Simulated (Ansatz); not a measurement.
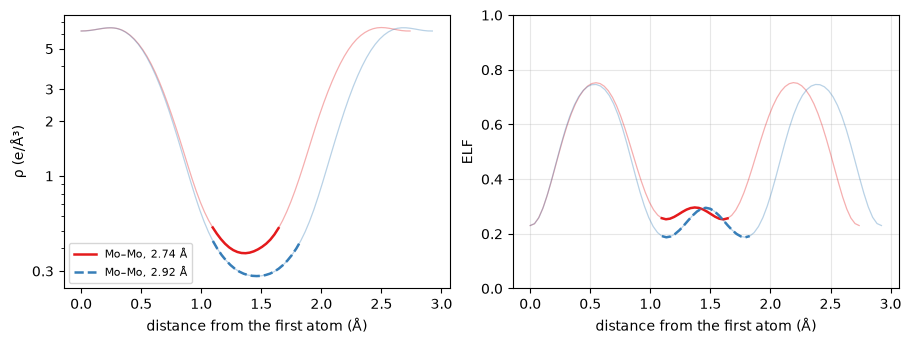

*Mo. Valence charge density (pseudo) and electron localisation function along straight lines between neighbouring atoms. Thin, pale parts lie inside the atomic spheres.*

Space group P6₃/mmc; set up as Mo, hcp; a generated structure, not necessarily the stable one.

All numbers below come from DFT, r2SCAN, plane waves (500 eV) with PAW, fully relativistic with spin-orbit coupling (Ansatz).

In a PAW calculation such maps are meaningful between the atoms, not at the nuclei.

The calculation's input:

```
crystal:
  lattice:
    - [2.738436984, 0.0, 0.0]
    - [-1.369218492, 2.3715559949, 0.0]
    - [0.0, 0.0, 4.9191062813]
  atoms:
    - { symbol: Mo, position: [0.3333333333, 0.6666666667, 0.25] }
    - { symbol: Mo, position: [0.6666666667, 0.3333333333, 0.75] }
hamiltonian:
  xc: r2scan
  pseudopotentials:
    kind: paw_fr
    azcp:
      Mo: "pseudopotentials/Mo.paw.azcp"
basis:
  ecutwfc: 500
  fft_grid_basis: typed
kpoints:
  mp_grid: { grid: [13, 13, 7], shift: [0, 0, 0] }
magnetization:
  noncollinear: true
  spin_orbit: true
scf:
  occupations: { method: fermi_dirac, width: 0.1 }
output:
  write_density: true
  write_potential: true
  elf: true
  volumetric_format: npy
```

Command:

```sh
ansatz run input.yaml --threads 1 --pin off --max-ram 3584MiB --backend cpu --events-out ev --progress --plain --runs-dir out
```

Below, planes, directions and counts refer to the conventional cell (a = 2.74 Å, b = 2.74 Å, c = 4.92 Å, α = 90.00°, β = 90.00°, γ = 120.00°).

Compare the contacts.

Mo–Mo (2.74 Å): ρ at the midpoint is about 0.38 e/Å³; the ELF is about 0.30 at the midpoint (no localised pair shows between them).
Mo–Mo (2.92 Å): the density is about 0.28 e/Å³ at the midpoint; the ELF is about 0.30 at the midpoint (no shared electron pair shows on this line).
